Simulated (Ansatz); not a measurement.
# Phonon calculation, with input and output: GaO (part 2 of 2)

The same run, continued: GaO (P6₃/mmc, 8 atoms in the cell); DFT PBEsol, scalar-relativistic, plane waves, PAW, no spin polarisation (Ansatz 0.2.0); cutoff 420 eV, 12×12×2 k-mesh, fixed occupations. It belongs to a series of runs on one base structure; here: phonon dispersion, density of states and thermodynamics.

Geometry of the input (Å; fractional positions):
```
3.0698  0.0000  0.0000
-1.5349  2.6585  0.0000
0.0000  0.0000  12.8721
Ga 0.3333  0.6667  0.1539
Ga 0.6667  0.3333  0.6539
Ga 0.3333  0.6667  0.3461
Ga 0.6667  0.3333  0.8461
O  0.3333  0.6667  0.5980
O  0.6667  0.3333  0.0980
O  0.3333  0.6667  0.9020
O  0.6667  0.3333  0.4020
```

**Output, continued**
```
  k-point 85: bands = ["-11.0108", "-11.0108", "-10.9317", "-10.9317", "-6.3972", "-6.3972", "-6.3489", "-6.3489", "-6.2884", "-6.2884", "-6.2551", "-6.2551", "-6.1925", "-6.1925", "-6.1777", "-6.1777", "-6.0954", "-6.0954", "-5.9503", "-5.9503", "-5.6814", "-5.6814", "-5.5328", "-5.5328", "0.5985", "0.5985", "1.2520", "1.2520", "2.7400", "2.7400", "3.1347", "3.1347", "3.9598", "3.9598", "4.9714", "4.9714", "7.1769", "7.1769", "11.3690", "11.3690", "13.2821", "13.2821", "13.6811", "13.6811", "15.3266", "15.3266"]
--- Phonons (Γ-DFPT): 4 representative perturbations + reference, on 86 of 288 k-points (Σ response iterations 16) ---
  k mesh reduced under 2 symmetry operations, with k and −k counted as one. Each operation leaves every solved perturbation unchanged. A smaller set is not considered because the run solves the response to a homogeneous field
  ASR residual: 4.301e-5 → 0.000e0 eV/Å²; symmetrization residual: 5.491e-6 eV/Å²
  ASR residual per site (eV/Å²): 1.14e-5 1.14e-5 1.14e-5 1.14e-5 4.30e-5 4.30e-5 4.30e-5 4.30e-5
  Γ frequencies (cm⁻¹): 0.00 0.00 0.00 38.71 40.40 40.40 74.68 74.68 83.55 83.55 202.71 208.00 387.27 475.05 475.05 475.11 475.11 478.16 478.16 478.25 478.25 496.36 497.47 507.97
  ε∞ (high-frequency dielectric tensor):
        5.662012     0.000000     0.000000
        0.000000     5.662012     0.000000
        0.000000     0.000000     4.708373
  ε⁰ (static dielectric tensor: ions relaxed, cell fixed):
        9.381401    -0.000000     0.000000
       -0.000000     9.381401     0.000000
        0.000000     0.000000     7.125792
  ε⁰ − ε∞ (ionic part):
        3.719389    -0.000000     0.000000
       -0.000000     3.719389     0.000000
        0.000000     0.000000     2.417418
  softest optical mode at Γ: 38.71 cm⁻¹; the repairs (sum rule, projections) moved no ω² at Γ by more than (1.72 cm⁻¹)²
  Born effective charges Z* (e; rows j = field, columns β = displacement):
    site 0:
         2.41482    0.00000   -0.00000
        -0.00000    2.41482    0.00000
         0.00000   -0.00000    1.58687
    site 1:
         2.41482    0.00000    0.00000
        -0.00000    2.41482   -0.00000
        -0.00000    0.00000    1.58687
    site 2:
         2.41482    0.00000    0.00000
        -0.00000    2.41482   -0.00000
        -0.00000    0.00000    1.58687
    site 3:
         2.41482    0.00000   -0.00000
        -0.00000    2.41482    0.00000
         0.00000   -0.00000    1.58687
    site 4:
        -2.41482   -0.00000    0.00000
         0.00000   -2.41482   -0.00000
         0.00000   -0.00000   -1.58687
    site 5:
        -2.41482   -0.00000   -0.00000
         0.00000   -2.41482    0.00000
        -0.00000    0.00000   -1.58687
    site 6:
        -2.41482   -0.00000   -0.00000
        -0.00000   -2.41482    0.00000
        -0.00000    0.00000   -1.58687
    site 7:
        -2.41482   -0.00000    0.00000
        -0.00000   -2.41482   -0.00000
         0.00000   -0.00000   -1.58687
  Z* charge neutrality: 3.149e-2 e pre-enforcement
  solved inside a basis spanned on kpoints, on 14×14×4 k-points, its susceptibility summed on 22×22×6: ε∞ is read to err by 3.9e-2, Z* by 2.9e-2 e (field_mesh: kpoints solves on kpoints); Z* is corrected for what the basis lacks
  optical modes at Γ without the LO–TO term, one row a degenerate level:
      ω (cm⁻¹)  modes    IR ((D/Å)²/amu)
         38.71      1             0.0000
         40.40      2             0.0000
         74.68      2             0.0000
         83.55      2             0.0000
        202.71      1             0.0000
        208.00      1             0.0000
        387.27      1            17.8578
        475.05      2             0.0000
        475.11      2            82.7078
        478.16      2             0.0000
        478.25      2             0.0000
        496.36      1             0.0000
        497.47      1             0.0000
        507.97      1             0.0000
  optical modes at Γ + LO–TO along q̂ = [1.0000, 0.0000, 0.0000]:
      ω (cm⁻¹)  modes    IR ((D/Å)²/amu)
         38.71      1             0.0000
         40.40      2             0.0000
         74.68      2             0.0000
         83.55      2             0.0000
        202.71      1             0.0000
        208.00      1             0.0000
        387.27      1            17.8578
        475.05      2             0.0000
        475.11      1            41.3539
        478.16      2             0.0000
        478.25      2             0.0000
        496.36      1             0.0000
        497.47      1             0.0000
        507.97      1             0.0000
        611.57      1            41.3539
  optical modes at Γ + LO–TO along q̂ = [0.0000, 1.0000, 0.0000]:
      ω (cm⁻¹)  modes    IR ((D/Å)²/amu)
         38.71      1             0.0000
         40.40      2             0.0000
         74.68      2             0.0000
         83.55      2             0.0000
        202.71      1             0.0000
        208.00      1             0.0000
        387.27      1            17.8578
        475.05      2             0.0000
        475.11      1            41.3539
        478.16      2             0.0000
        478.25      2             0.0000
        496.36      1             0.0000
        497.47      1             0.0000
        507.97      1             0.0000
        611.57      1            41.3539
  optical modes at Γ + LO–TO along q̂ = [0.0000, 0.0000, 1.0000]:
      ω (cm⁻¹)  modes    IR ((D/Å)²/amu)
         38.71      1             0.0000
         40.40      2             0.0000
         74.68      2             0.0000
         83.55      2             0.0000
        202.71      1             0.0000
        208.00      1             0.0000
        475.05      2             0.0000
        475.11      2            82.7078
        476.43      1            17.8578
        478.16      2             0.0000
        478.25      2             0.0000
        496.36      1             0.0000
        497.47      1             0.0000
        507.97      1             0.0000
--- Phonons (arbitrary-q DFPT): 3 irreducible q on the 3×3×1 mesh ---
  q = [0.0000, 0.0000, 0.0000] (star 1, of the zone-centre solve; hermiticity 6.75e-7, symmetrization 1.44e-7): -0.00 0.00 0.00 38.71 40.40 40.40 74.68 74.68 83.55 83.55 202.71 208.00 387.27 475.05 475.05 475.11 475.11 478.16 478.16 478.25 478.25 496.36 497.47 507.97
  q = [0.0000, 0.3333, 0.0000] (star 6, 6 solved perturbations on 156 of 288 k-point pairs; hermiticity 6.29e-7, symmetrization 9.96e-11): 77.02 88.50 114.22 122.20 140.64 145.47 170.75 179.50 215.67 218.50 222.59 225.90 397.00 416.59 421.04 450.63 482.25 483.57 489.49 490.78 538.99 559.19 585.12 601.14
  q = [0.3333, 0.3333, 0.0000] (star 2, 4 solved perturbations in 436 linear systems a pass and spin channel, the states on 156 of 288 k-point pairs; hermiticity 7.00e-7, symmetrization 3.64e-7): 91.68 91.68 150.67 150.67 205.04 210.98 218.26 218.26 218.67 222.55 229.77 229.77 422.62 422.62 427.63 427.63 508.81 508.81 532.45 533.22 544.75 545.52 560.82 560.82
  sum rule: each row above includes the acoustic sum rule's correction from the zone centre's row sums; it moved no ω² by more than (0.86 cm⁻¹)²
  mesh force constants: q→R imaginary residual 1.88e-16; ASR residual 4.301e-5 → 0.000e0 eV/Å²; symmetrization residual 7.994e-15 eV/Å²
  interpolated dispersion: 76 rows × 24 modes
  density of states and harmonic sums: on the 24×24×5 q-mesh, interpolated from the force constants of a 3×3×1 supercell (with the dipole–dipole term)
  largest difference from the sums on the solved wave vectors: F 6.65e-2 eV, S 9.54e-5 and C_V 2.84e-5 eV/K
  zero-point energy: 0.484804 eV/cell   skipped modes (ω ≤ 0): 3   left out of the sums: 4.34e-5 of the cell's modes: C_V's classical limit lies that fraction below 3 k_B per atom; for a crystal, a wire or a layer, F and S can be off by more, and a phonons.interpolated_qmesh denser along its periods is the remedy for the sampling
```

**File phthermo.tsv**
```
# format = ansatz-phthermo/1
# interpolated_qmesh = 24 24 5
# force_constants_supercell = 3 3 1
# non_analytic_term = included (the dipole-dipole term of the run's Born effective charges and high-frequency dielectric tensor (where they are solved with the displacements' responses and are means over more operations than the force constants, of those that the k mesh gives, averaged as the force constants are; where they are of points inside a basis, what they differ from the k mesh's own by stays in what lies between the sampled wave vectors) is in the interpolated dynamical matrix, and no dipole-quadrupole or higher term is, so what lies between sampled wave vectors stays as converged as the mesh, the term itself as its tensors are in theirs, and near GAMMA the transverse optical and acoustic branches of a crystal with a site that is no centre of inversion can stay off; a row of a path at GAMMA holds the limit along its piece of the path (the whole path, where it does not jump; a piece that never leaves GAMMA stands at zero macroscopic field), a row of a mesh at GAMMA stands at zero macroscopic field with that point's weight, and on a cell with vacuum the term is the periodic stack's, or with phonons.isolated the sheet's or wire's own, and can move a branch further from a solve)
# zero_point_energy_ev = 4.8480396990e-1
# n_skipped_modes = 3
# share_of_modes_left_out = 4.3402777778e-5
# rigid_motions_known_by = declared
# t_k	f_vib_ev	s_ev_per_k	c_v_ev_per_k
0.0000	4.8480396990e-1	0.0000000000e0	0.0000000000e0
100.0000	4.6668260288e-1	4.9585598408e-4	7.2958170716e-4
200.0000	3.8131549169e-1	1.1995686059e-3	1.3216013354e-3
300.0000	2.3020818984e-1	1.8034848178e-3	1.6416687465e-3
400.0000	2.4214082381e-2	2.3002868988e-3	1.8023675880e-3
500.0000	-2.2704148145e-1	2.7127175142e-3	1.8892139132e-3
600.0000	-5.1623327250e-1	3.0620568114e-3	1.9402955405e-3
700.0000	-8.3786985327e-1	3.3637535487e-3	1.9725470066e-3
800.0000	-1.1877606518e0	3.6286476131e-3	1.9940947189e-3
900.0000	-1.5626315317e0	3.8644376442e-3	2.0091570912e-3
1000.0000	-1.9598660808e0	4.0767179317e-3	2.0200788134e-3
```

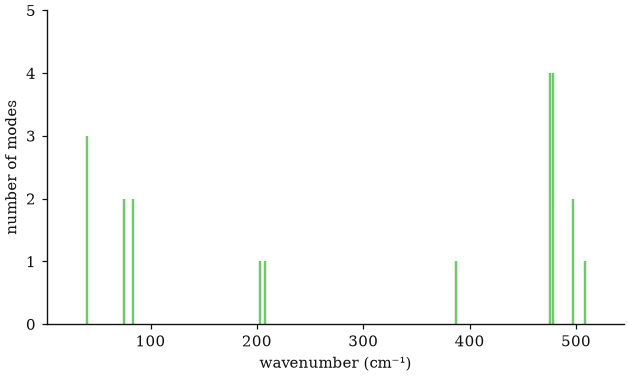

*Optical phonons at the zone centre (no LO–TO term); neighbouring modes closer than 3 cm⁻¹ are counted in one stick.*

21 modes from 39 to 508 cm⁻¹, none imaginary.

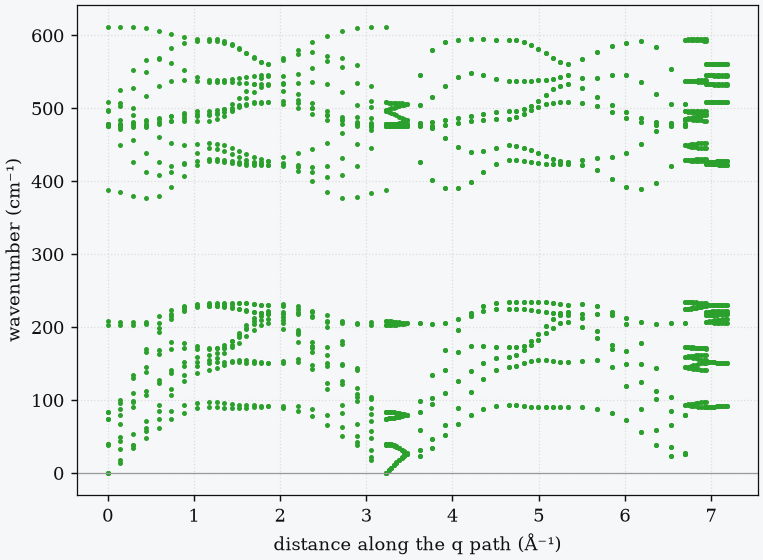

*Phonon frequencies along the path of the input (imaginary ones negative).*

The highest is 612 cm⁻¹; no branch is clearly imaginary on this path.

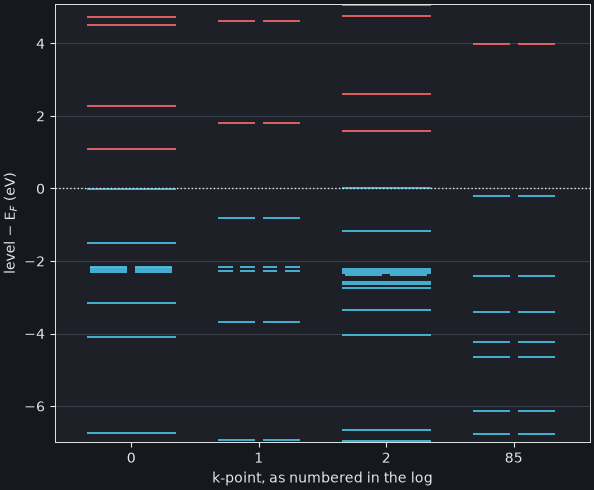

*Kohn–Sham levels near the Fermi level (dotted) at the few k-points that the log prints; levels within 0.02 eV of each other stand side by side.*

Among these points the highest filled and lowest empty levels are 1.10 eV apart, which is the gap on the mesh.
